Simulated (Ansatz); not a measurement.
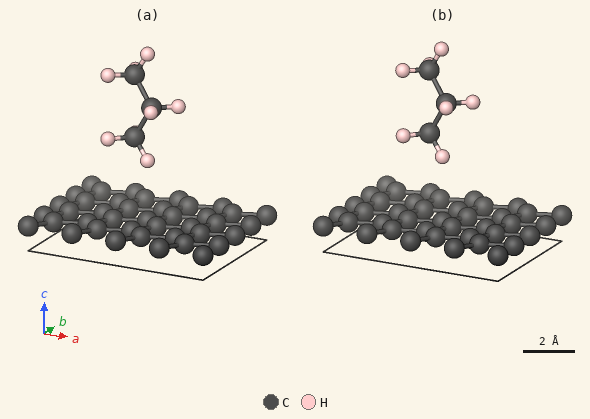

The structure of a slab of composition H8C35 (cut from the R-3m phase) before (left) and after (right) a constrained relaxation, at one scale.

A ball-and-stick model of the cell of the calculation, outlined in the plane, without the vacuum (origin shifted), seen slightly off an axis.

Case: 1 propane a cell, upright, over a top C site. The slab is the (0 0 1) face of C with propane on it. 1 atoms are held fixed.

The calculation used Ansatz 0.2.0, DFT PBE+D3(BJ), scalar-relativistic, plane waves, PAW. Set-up: plane-wave cutoff 420 eV; k-point mesh 2 × 2 × 1; occupations gaussian; smearing width 0.05 eV; no spin polarisation; dipole correction; atoms relaxed in a fixed cell; force threshold 0.04 eV/Å; at most 100 steps.

**What changed between the two?**

The atom that moves furthest is an H atom (0.21 Å at 16° to the normal (+c side)). By element the largest moves are H 0.21 Å, C 0.18 Å. The cell stays as it was. Near-neighbour distances that change, for instance: C–H 1.111 → 1.101 Å. Bond angles that change, for instance: H–C–H 108.4° → 105.9°, C–C–H 109.5° → 111.8°. Over 2 geometry steps the energy falls by 56.4 meV per cell of the calculation. Largest force component: 0.43 eV/Å at the start, 0.014 eV/Å at the end. Cost: 31 s on 4 threads of Intel(R) Xeon(R) 6975P-C (Granite Rapids), on a shared host, peak memory 4.3 GiB.
